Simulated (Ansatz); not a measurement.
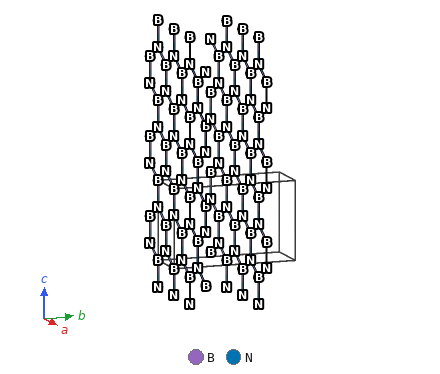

System BN (space group Fmm2, No. 42); source of the atomic positions: the geometry relaxed at fixed volume with DFT PBE+D3(BJ), scalar-relativistic, plane waves, PAW (Ansatz 0.2.0).

Bonds are taken as B–N below 1.6 Å. Atoms with one bond or none are removed and atoms with two bonds are replaced by edges, until no such atom is left.

Q: What kind of net remains, and which atoms are its nodes?

A: A uninodal 3-connected, two-periodic (layers) net: B and N are 3-connected nodes.

Q: Name the underlying net.

A: It is the hcb net, known from graphene.

Q: How do the layers lie?

A: The layers lie parallel to (010).

Q: Give the point symbol of each node (shortest cycle at each angle).

A: B and N: 6³.
